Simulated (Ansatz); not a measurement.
## W15S32: geometry relaxation (part 1 of 5)

- system: W15S32 (defect cell, 47 atoms in the cell)
- method: DFT PBE+D3(BJ), scalar-relativistic, plane waves, PAW, spin-polarised (Ansatz 0.2.0)

The structure derives from a Materials Project entry. It belongs to a series of runs on one base structure; here: W vacancy (site c), charge +0, atoms relaxed at the host's cell.

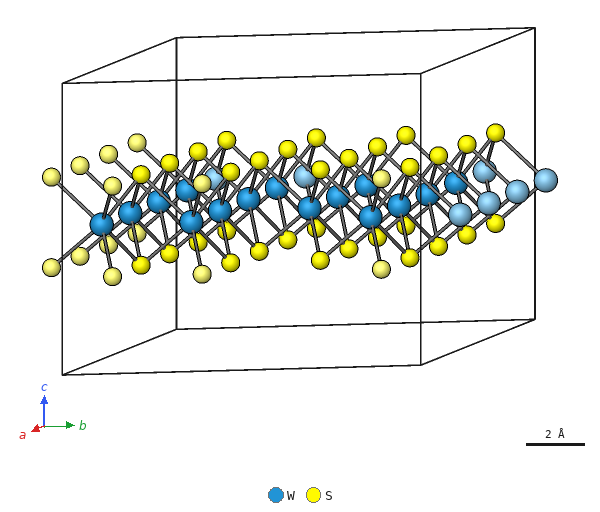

Figure 1. The structure as given in the input (ball-and-stick view of the cell of the calculation, with the vacuum cut short, seen slightly off an axis; neighbours outside the cell are drawn fainter). An atom can appear more than once, as a periodic image.

Key numbers:

- outcome: converged
- electrons treated: 402
- free energy: −184685.5724 eV
- Fermi energy: 0.553 eV
- gap on the k-point mesh: 0.35 eV
- net moment of the cell: 0.00 μB
- integrated absolute moment: 0.00 μB
- final volume: 2343.40 Å³
- largest force (length of the vector) at the end: 0.018 eV/Å
- hardware: 4 threads of Arm Neoverse V2, 24 GiB of memory available, shared host
- wall time: 11 min (CPU time 45 min)
- peak memory: 7.9 GiB

Remarks:

Notes on the run: some starting moments were not kept; the exchange-correlation potential is rough where the density is thin. Spin–orbit coupling is left out, which matters for W.

The input:
```yaml
crystal:
  lattice:
    - [12.6388667674, 0.0, 0.0]
    - [-6.3194333837, -10.9455796956, 0.0]
    - [0.0, 0.0, -16.9394672175]
  atoms:
    - { symbol: W, position: [0.1666666667, 0.5833333333, 0.0] }
    - { symbol: W, position: [0.9166666667, 0.3333333333, 0.0] }
    - { symbol: W, position: [0.4166666667, 0.5833333333, 0.0] }
    - { symbol: W, position: [0.1666666667, 0.3333333333, 0.0] }
    - { symbol: W, position: [0.9166666667, 0.0833333333, 0.0] }
    - { symbol: W, position: [0.6666666667, 0.5833333333, 0.0] }
    - { symbol: W, position: [0.4166666667, 0.3333333333, 0.0] }
    - { symbol: W, position: [0.1666666667, 0.0833333333, 0.0] }
    - { symbol: W, position: [0.9166666667, 0.8333333333, 0.0] }
    - { symbol: W, position: [0.6666666667, 0.3333333333, 0.0] }
    - { symbol: W, position: [0.4166666667, 0.0833333333, 0.0] }
    - { symbol: W, position: [0.1666666667, 0.8333333333, 0.0] }
    - { symbol: W, position: [0.6666666667, 0.0833333333, 0.0] }
    - { symbol: W, position: [0.4166666667, 0.8333333333, 0.0] }
    - { symbol: W, position: [0.6666666667, 0.8333333333, 0.0] }
    - { symbol: S, position: [0.0833333333, 0.6666666667, 0.0930373794], spin: 0.333 }
    - { symbol: S, position: [0.3333333333, 0.6666666667, 0.0930373794] }
    - { symbol: S, position: [0.0833333333, 0.4166666667, 0.0930373794] }
    - { symbol: S, position: [0.5833333333, 0.6666666667, 0.0930373794] }
    - { symbol: S, position: [0.3333333333, 0.4166666667, 0.0930373794] }
    - { symbol: S, position: [0.0833333333, 0.1666666667, 0.0930373794] }
    - { symbol: S, position: [0.8333333333, 0.6666666667, 0.0930373794], spin: 0.333 }
    - { symbol: S, position: [0.5833333333, 0.4166666667, 0.0930373794] }
    - { symbol: S, position: [0.3333333333, 0.1666666667, 0.0930373794] }
    - { symbol: S, position: [0.0833333333, 0.9166666667, 0.0930373794] }
    - { symbol: S, position: [0.8333333333, 0.4166666667, 0.0930373794], spin: 0.333 }
    - { symbol: S, position: [0.5833333333, 0.1666666667, 0.0930373794] }
    - { symbol: S, position: [0.3333333333, 0.9166666667, 0.0930373794] }
    - { symbol: S, position: [0.8333333333, 0.1666666667, 0.0930373794] }
    - { symbol: S, position: [0.5833333333, 0.9166666667, 0.0930373794] }
    - { symbol: S, position: [0.8333333333, 0.9166666667, 0.0930373794] }
    - { symbol: S, position: [0.0833333333, 0.6666666667, 0.9069626206], spin: 0.333 }
    - { symbol: S, position: [0.3333333333, 0.6666666667, 0.9069626206] }
    - { symbol: S, position: [0.0833333333, 0.4166666667, 0.9069626206] }
    - { symbol: S, position: [0.5833333333, 0.6666666667, 0.9069626206] }
    - { symbol: S, position: [0.3333333333, 0.4166666667, 0.9069626206] }
    - { symbol: S, position: [0.0833333333, 0.1666666667, 0.9069626206] }
    - { symbol: S, position: [0.8333333333, 0.6666666667, 0.9069626206], spin: 0.333 }
    - { symbol: S, position: [0.5833333333, 0.4166666667, 0.9069626206] }
    - { symbol: S, position: [0.3333333333, 0.1666666667, 0.9069626206] }
    - { symbol: S, position: [0.0833333333, 0.9166666667, 0.9069626206] }
    - { symbol: S, position: [0.8333333333, 0.4166666667, 0.9069626206], spin: 0.333 }
    - { symbol: S, position: [0.5833333333, 0.1666666667, 0.9069626206] }
    - { symbol: S, position: [0.3333333333, 0.9166666667, 0.9069626206] }
    - { symbol: S, position: [0.8333333333, 0.1666666667, 0.9069626206] }
    - { symbol: S, position: [0.5833333333, 0.9166666667, 0.9069626206] }
    - { symbol: S, position: [0.8333333333, 0.9166666667, 0.9069626206] }
  host:
    lattice:
      - [3.1597166919, 0.0, 0.0]
      - [-1.5798583459, 2.7363949239, 0.0]
      - [0.0, 0.0, 16.9394672175]
    atoms:
      - { symbol: W, position: [0.3333333333, 0.6666666667, 0.0] }
      - { symbol: S, position: [0.6666666667, 0.3333333333, 0.9069626206] }
      - { symbol: S, position: [0.6666666667, 0.3333333333, 0.0930373794] }
basis:
  ecutwfc: 420
  xc_grid: 2
kpoints:
  mp_grid: { grid: [2, 2, 2], shift: [0.0, 0.0, 0.0] }
hamiltonian:
  xc: pbe
  dispersion: d3bj
scf:
  occupations: { method: gaussian, width: 0.01 }
output:
  forces: true
  stress: false
  eigenvalues: true
  populations: true
  charged_corrections:
    defect_position: [0.91666667, 0.58333333, 0.0]
    epsilon: [[5.6102, 0.0, 0.0], [0.0, 5.6102, 0.0], [0.0, 0.0, 1.4325]]
  write_density: true
  write_potential: true
  elf: true
  volumetric_format: npy
magnetization:
  spin_polarized: true
relax:
  adjacent_minimum: "off"
  f_tol: 0.025
  max_steps: 45
```

Launched with:
```bash
ansatz run input.yaml --threads 4 --pin off --max-ram 10240MiB --backend cpu --events-out ev --progress --plain --runs-dir out
```

What the program printed:
```
Engine: ansatz 0.2.0, aarch64-unknown-linux-gnu
Pseudopotentials: kind: paw
Pseudopotential: W, paw, valence charge 14, recommended cutoff 420 eV (normal), W.paw.azcp
Pseudopotential: S, paw, valence charge 6, recommended cutoff 420 eV (normal), S.paw.azcp
Functional definition: PBE
  parameter kappa = 0.804
  parameter beta = 0.06672455060314922
  exchange = pbe_x(kappa = kappa, mu = beta*pi^2/3)
  correlation = pbe_c(beta = beta)
Crystal: 47 atoms, lattice volume = 2343.401 Å³
Basis set: ecut = 420 eV, 45813 PW (Γ), exchange–correlation on 180×180×240 points (8 copies of the dense FFT grid, shifted against one another)
Bands: 249, of which v1, the nominal top of the filled ones, is band 201 counted from 1 (200 counted from 0)
Symmetry: 12 space group operations
Space group: P-6m2 (ITA 187), of the structure as read, at distance tolerance 1.3e-4 Å
Magnetic group: BNS 187.209 (UNI 1439), of the structure as read, at distance tolerance 1.3e-4 Å
k-points: 4 of 8
Non-local potential: W, projectors of the file, l = 0: 3, l = 1: 2, l = 2: 2, l = 3: 1
Non-local potential: S, projectors of the file, l = 0: 2, l = 1: 2, l = 2: 2
PAW form: soft (Blöchl's): semilocal exchange-correlation on the pseudo side does not see the compensation charge
PAW one-centre angular grid: W, 590 points (default); XC on 64 Gauss nodes
PAW one-centre angular grid: S, 110 points (default); XC on 64 Gauss nodes
Initial density: superposition of atomic densities (neutral atoms: chi_scale 0, normalization atom)
Starting moments: Σ|m| = 1.998 μB on 6 of 47 sites
Initial wavefunctions: pseudopotential atomic-orbital guess
Functional: x = pbe(κ = 0.804, μ = 0.2195149727645171), c = pbe(β = 0.06672455060314922)
SCF iter   1: F=—  HF=-184688.269037 eV  |F-HF|=—  |Δ(HF+E_count)|=         —  Δρ=1.42e-2 (↑1.38e-2 ↓1.42e-2)  dr2=2.09e1  dr2_m=3.69e-2  M=1.456 μB ∫|m|=1.529 μB  β_m=0.30  ethr=3.10e-3  ⟨swp⟩=7.5  Hψ=8726  notcnv=0  defer=62
Mixer restart at iter 1: flushing history
preconditioner: auto → LDOS  [metal: Δε(μ)=0.004 eV  Ē_g=8.528 eV  σ=0.010 eV  W_gap=0.20  n_scr=316 (ndim 8)  ℏωp=12.9 eV  f_vac=0.596  D(μ)=134.93/eV (n_scr^D=1348)]
spin=Collinear: LDOS preconditioning applied to the charge; magnetization (m = ρ↑ − ρ↓) channel mixes plain (no charge-response kernel on spin).
SCF iter   2: F=—  HF=-184686.157399 eV  |F-HF|=—  |Δ(HF+E_count)|=    2.11e0  Δρ=9.67e-3 (↑9.59e-3 ↓9.67e-3)  dr2=9.30e0  dr2_m=2.95e-2  M=0.693 μB ∫|m|=0.883 μB  β_m=0.51  ethr=3.10e-3  ⟨swp⟩=2.0  Hψ=2928  notcnv=0  defer=316
SCF iter   3: F=—  HF=-184685.658633 eV  |F-HF|=—  |Δ(HF+E_count)|=   4.99e-1  Δρ=4.42e-3 (↑4.42e-3 ↓4.08e-3)  dr2=2.83e0  dr2_m=1.27e-2  M=0.000 μB ∫|m|=0.394 μB  β_m=0.74  ethr=2.31e-3  ⟨swp⟩=2.2  Hψ=2968  notcnv=0  defer=316
SCF iter   4: F=—  HF=-184685.782187 eV  |F-HF|=—  |Δ(HF+E_count)|=   1.24e-1  Δρ=3.04e-3 (↑3.04e-3 ↓2.99e-3)  dr2=3.58e0  dr2_m=8.76e-4  M=0.000 μB ∫|m|=0.143 μB  β_m=0.57  ethr=7.03e-4  ⟨swp⟩=3.6  Hψ=3473  notcnv=0  defer=320
SCF iter   5: F=—  HF=-184685.381283 eV  |F-HF|=—  |Δ(HF+E_count)|=   4.01e-1  Δρ=1.04e-3 (↑9.40e-4 ↓1.04e-3)  dr2=2.47e-1  dr2_m=5.26e-4  M=0.000 μB ∫|m|=0.126 μB  β_m=0.54  ethr=7.03e-4  ⟨swp⟩=3.0  Hψ=2932  notcnv=0  defer=320
SCF iter   6: F=—  HF=-184685.373880 eV  |F-HF|=—  |Δ(HF+E_count)|=         —  Δρ=5.11e-4 (↑4.68e-4 ↓5.11e-4)  dr2=6.16e-2  dr2_m=3.59e-4  M=0.000 μB ∫|m|=0.073 μB  β_m=0.54  ethr=6.14e-5  ⟨swp⟩=3.5  Hψ=3270  notcnv=0  defer=316
SCF iter   7: F=—  HF=-184685.386190 eV  |F-HF|=—  |Δ(HF+E_count)|=   1.23e-2  Δρ=5.22e-4 (↑5.22e-4 ↓5.12e-4)  dr2=1.32e-1  dr2_m=7.76e-5  M=0.000 μB ∫|m|=0.043 μB  β_m=0.37  ethr=1.53e-5  ⟨swp⟩=3.6  Hψ=3121  notcnv=0  defer=316
SCF iter   8: F=—  HF=-184685.374654 eV  |F-HF|=—  |Δ(HF+E_count)|=   1.15e-2  Δρ=2.32e-4 (↑2.32e-4 ↓2.25e-4)  dr2=2.11e-2  dr2_m=6.02e-5  M=0.000 μB ∫|m|=0.039 μB  β_m=0.55  ethr=1.53e-5  ⟨swp⟩=3.0  Hψ=2261  notcnv=0  defer=316
SCF iter   9: F=—  HF=-184685.373284 eV  |F-HF|=—  |Δ(HF+E_count)|=   1.37e-3  Δρ=8.99e-5 (↑8.95e-5 ↓8.99e-5)  dr2=2.42e-3  dr2_m=2.68e-5  M=0.000 μB ∫|m|=0.026 μB  β_m=0.45  ethr=5.24e-6  ⟨swp⟩=2.4  Hψ=2969  notcnv=0  defer=316
SCF iter  10: F=—  HF=-184685.373121 eV  |F-HF|=—  |Δ(HF+E_count)|=   1.62e-4  Δρ=3.16e-5 (↑2.46e-5 ↓3.16e-5)  dr2=6.83e-5  dr2_m=9.21e-6  M=0.000 μB ∫|m|=0.017 μB  β_m=0.42  ethr=6.03e-7  ⟨swp⟩=2.0  Hψ=3056  notcnv=0  defer=316
SCF iter  11: F=—  HF=-184685.373137 eV  |F-HF|=—  |Δ(HF+E_count)|=   1.54e-5  Δρ=1.70e-5 (↑1.68e-5 ↓1.70e-5)  dr2=1.45e-5  dr2_m=3.66e-6  M=0.000 μB ∫|m|=0.012 μB  β_m=0.46  ethr=1.70e-8  ⟨swp⟩=3.1  Hψ=3340  notcnv=0  defer=316
SCF iter  12: F=—  HF=-184685.373150 eV  |F-HF|=—  |Δ(HF+E_count)|=   1.28e-5  Δρ=1.10e-5 (↑1.10e-5 ↓1.10e-5)  dr2=1.97e-5  dr2_m=1.19e-6  M=0.000 μB ∫|m|=0.007 μB  β_m=0.38  ethr=3.62e-9  ⟨swp⟩=2.0  Hψ=3071  notcnv=0  defer=316
SCF iter  13: F=—  HF=-184685.373151 eV  |F-HF|=—  |Δ(HF+E_count)|=   1.10e-6  Δρ=5.02e-6 (↑5.02e-6 ↓4.83e-6)  dr2=4.47e-7  dr2_m=3.82e-7  M=0.000 μB ∫|m|=0.004 μB  β_m=0.45  ethr=3.62e-9  ⟨swp⟩=2.0  Hψ=2836  notcnv=0  defer=316
SCF iter  14: F=—  HF=-184685.373152 eV  |F-HF|=—  |Δ(HF+E_count)|=   1.22e-6  Δρ=2.78e-6 (↑2.36e-6 ↓2.78e-6)  dr2=2.15e-7  dr2_m=1.01e-7  M=0.000 μB ∫|m|=0.002 μB  β_m=0.56  ethr=1.11e-10  ⟨swp⟩=18.6  Hψ=20405  notcnv=0
SCF iter  15: F=-184685.373152 eV  HF=-184685.373153 eV  |F-HF|=1.65e-7  |Δ(HF+E_count)|=   6.23e-7  Δρ=1.63e-6 (↑1.63e-6 ↓8.93e-7)  dr2=2.98e-7  dr2_m=1.32e-8  M=0.000 μB ∫|m|=0.001 μB  ethr=5.36e-11  ⟨swp⟩=10.6  Hψ=14534  notcnv=0
WARN: the starting moments were not kept: the SCF closed with an absolute magnetisation of 9.1e-4 μB, where they sum to 1.998 μB in size (6 sites). That is at most 0.1 of that sum. Measured as dr2_m measures the in/out step, that magnetisation stands 9.2e-9 eV from none, at or under the dr2_threshold of 1.6e-5 eV: it is no larger than a step whose dr2_m would equal this threshold. The system may hold no moment; this SCF shows only that its start led to no more than that. To try another start: raise the starting moments (crystal.atoms[].spin, magnetization.per_species, magnetization.initial_magnetization, or on a non-collinear deck that types none of these the spinor_matrix: blocks that start its atoms; where the total moment is fixed, keep their sum and leave initial_magnetization as it is; typed ones take the place of any that the run laid by itself, positive ones on a crystal's lanthanoids without a Hubbard term where scf.initial_density.shell_occupations: [] is typed) or, if the notice of its spin-set hold's release reads "site moments contracting" or "site moments show no strong build", lengthen the hold (scf.mixing.spin_hold: { on: { confirm: 4 } }; for m-r²SCAN on two components see the key's manual first). Each may lead to a state that holds a moment. A second SCF, from the converged charge density, with the starting moments and any scf.initial_density.shell_occupations laid on it anew, would have followed, and was not run: the deck does not ask for one (magnetization.retry_lost_moments is false, the default). To let it run, set magnetization.retry_lost_moments: true and run the deck again, where that key's refused combinations let it; where memory then withholds it, that run's warning says so.
SCF 1 converged in 15 iterations: F = -184685.373152 eV  dr2 = 2.98e-7
  greatest PAW one-centre occupation: 1.000 electrons in one spin orbital (limit 2), on the W atom at site 11 (counted from 0), in its partial waves of l = 0
relax step   1: F+E_penalty+E_count = -184685.37315238 eV  Δ(F+E_penalty+E_count) = +0.000e0 eV  max|allowed force component| = 1.006e0 eV/Å  Δτ_max = 0.0000 Å  (15 SCF iters, dr2 threshold 1.56e-5 eV, accepted)
Initial density: handed on by an earlier stage of this run
Starting moments: Σ|m| = 1.998 μB on 6 of 47 sites; this step starts from the density that it was given
Initial wavefunctions: those handed on with the density
iter 1 solved again at ethr=1.03e-4 eV; its pass at ethr=3.10e-3 eV (dr2=4.16e-1 eV) is discarded
SCF iter   1: F=—  HF=-184685.440223 eV  |F-HF|=—  |Δ(HF+E_count)|=         —  Δρ=2.01e-3 (↑1.98e-3 ↓2.01e-3)  dr2=4.25e-1  dr2_m=7.43e-4  M=0.000 μB ∫|m|=0.039 μB  β_m=0.30  ethr=1.03e-4  ⟨swp⟩=2.0  Hψ=7562  notcnv=0  defer=328
preconditioner: auto → Resta (q_TF=auto, 2.034 Å⁻¹)  ε∞=3.5  [insulator: Δε(μ)=0.411 eV  Ē_g=8.224 eV  σ=0.010 eV  W_gap=1.00  n_scr=316 (ndim 8)  ℏωp=12.9 eV  f_vac=0.607  D(μ)=0.00/eV (n_scr^D=0)  ε∞_Penn≈3.5  vacuum switching on, ρ_ref=4.9e-3 e/Å³]
spin=Collinear: Resta preconditioning applied to the charge; magnetization (m = ρ↑ − ρ↓) channel mixes plain (no charge-response kernel on spin).
SCF iter   2: F=—  HF=-184685.387095 eV  |F-HF|=—  |Δ(HF+E_count)|=   5.31e-2  Δρ=1.39e-3 (↑1.37e-3 ↓1.39e-3)  dr2=1.35e-1  dr2_m=3.96e-4  M=0.000 μB ∫|m|=0.033 μB  β_m=0.46  ethr=1.03e-4  ⟨swp⟩=2.5  Hψ=2042  notcnv=0  defer=328
SCF iter   3: F=—  HF=-184685.381125 eV  |F-HF|=—  |Δ(HF+E_count)|=   5.97e-3  Δρ=6.52e-4 (↑6.52e-4 ↓6.50e-4)  dr2=3.44e-2  dr2_m=1.29e-4  M=0.000 μB ∫|m|=0.018 μB  β_m=0.52  ethr=3.35e-5  ⟨swp⟩=3.0  Hψ=2976  notcnv=0  defer=328
SCF iter   4: F=—  HF=-184685.384349 eV  |F-HF|=—  |Δ(HF+E_count)|=   3.22e-3  Δρ=2.00e-4 (↑2.00e-4 ↓1.97e-4)  dr2=3.04e-3  dr2_m=1.98e-5  M=0.000 μB ∫|m|=0.008 μB  β_m=0.59  ethr=8.55e-6  ⟨swp⟩=2.8  Hψ=2990  notcnv=0  defer=328
SCF iter   5: F=—  HF=-184685.384678 eV  |F-HF|=—  |Δ(HF+E_count)|=   3.29e-4  Δρ=9.76e-5 (↑9.76e-5 ↓9.72e-5)  dr2=2.81e-3  dr2_m=3.25e-6  M=0.000 μB ∫|m|=0.003 μB  β_m=0.52  ethr=7.55e-7  ⟨swp⟩=2.0  Hψ=2928  notcnv=0  defer=328
SCF iter   6: F=—  HF=-184685.384441 eV  |F-HF|=—  |Δ(HF+E_count)|=   2.38e-4  Δρ=3.93e-5 (↑3.79e-5 ↓3.93e-5)  dr2=2.60e-4  dr2_m=1.09e-6  M=0.000 μB ∫|m|=0.002 μB  β_m=0.52  ethr=7.00e-7  ⟨swp⟩=2.0  Hψ=2724  notcnv=0  defer=328
SCF iter   7: F=-184685.384425 eV  HF=-184685.384447 eV  |F-HF|=2.20e-5  |Δ(HF+E_count)|=   6.10e-6  Δρ=1.75e-5 (↑1.73e-5 ↓1.75e-5)  dr2=3.87e-5  dr2_m=2.46e-7  M=0.000 μB ∫|m|=0.001 μB  ethr=1.57e-8  ⟨swp⟩=22.0  Hψ=22803  notcnv=0
the starting moments were not kept: the SCF closed with an absolute magnetisation of 1.0e-3 μB, where they sum to 1.998 μB in size (6 sites). That is at most 0.1 of that sum. Measured as dr2_m measures the in/out step, that magnetisation stands 2.7e-8 eV from none, at or under the dr2_threshold of 6.3e-5 eV: it is no larger than a step whose dr2_m would equal this threshold.
SCF 2 converged in 7 iterations: F = -184685.384425 eV  dr2 = 3.87e-5
relax step   2: F+E_penalty+E_count = -184685.38442460 eV  Δ(F+E_penalty+E_count) = -1.127e-2 eV  max|allowed force component| = 6.939e-1 eV/Å  Δτ_max = 0.0975 Å  (7 SCF iters, dr2 threshold 6.33e-5 eV, accepted)
```
